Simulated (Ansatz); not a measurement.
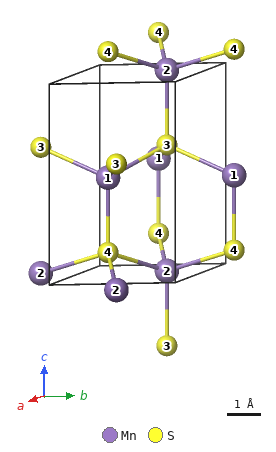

Crystalline MnS (set up in P6_3mc), before the relaxation. A ball-and-stick model of the cell of the calculation, seen slightly off an axis.

The run lets cell and atoms move.

The calculation used Ansatz, Kohn-Sham DFT of a periodic cell, PBE, Ansatz PAW.

Input file:
```yaml
crystal:
  lattice:
    - [3.9535769233, 0.0, 0.0]
    - [-1.9767884617, 3.4238980514, 0.0]
    - [0.0, 0.0, 6.34252886]
  atoms:
    - { symbol: Mn, position: [0.6666666667, 0.3333333333, 0.49884467], spin: 4.0 }
    - { symbol: Mn, position: [0.3333333333, 0.6666666667, 0.99884467], spin: 4.0 }
    - { symbol: S, position: [0.3333333333, 0.6666666667, 0.6261543] }
    - { symbol: S, position: [0.6666666667, 0.3333333333, 0.1261543] }
hamiltonian:
  xc: pbe
  pseudopotentials: { kind: paw }
magnetization:
  spin_polarized: true
kpoints:
  mp_grid: { grid: [8, 8, 4] }
scf:
  occupations: { method: fermi_dirac, width: 0.05 }
output:
  forces: true
  stress: true
relax:
  f_tol: 0.01
  max_steps: 40
  cell: { stress_tol: 0.05 }
```

Command:
```bash
ansatz run input.yaml --threads 2 --pin off --max-ram 5632MiB --backend cpu --events-out ev --progress --plain --runs-dir out
```

Predict the outcome.

Answer. The energy falls by 11.8 meV per atom in 3 accepted moves (4 points after the start). The largest force component goes from 0.29 to 0.0012 eV/Å. The pressure goes from 2.76 to 0.01 GPa. The SCF was repeated once at an unchanged geometry on a basis and grid sized afresh for the cell, which shifted the energy by 0.2 meV per atom at most. The largest moves relative to the cell, 0.020 Å, are those of Mn1, Mn2, S3 and S4. Mn2 goes along +c. By element the largest moves are Mn 0.020 Å, S 0.020 Å. The drawn cell changes as follows: a = b 3.954 → 4.008 Å (+1.4 %), c 6.343 → 6.466 Å (+1.9 %); the volume changes by +4.8 %. Near-neighbour distances that change, for instance: Mn1–S4 2.364 → 2.450 Å, Mn1–S3 2.421 → 2.443 Å. The space group stays P6_3mc (No. 186). The run may lie on a higher electronic state than the lowest, so the end point isn't shown to be the ground-state structure. The run took 26 s on 2 threads of Intel(R) Xeon(R) Platinum 8488C (Sapphire Rapids) (shared host), peak memory 0.55 GiB.

After the run, drawn alike:

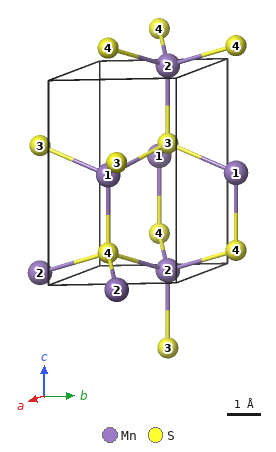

Limits of the set-up: only the magnetic order of this start and cell was tried (total moment 10.0 μB per cell).
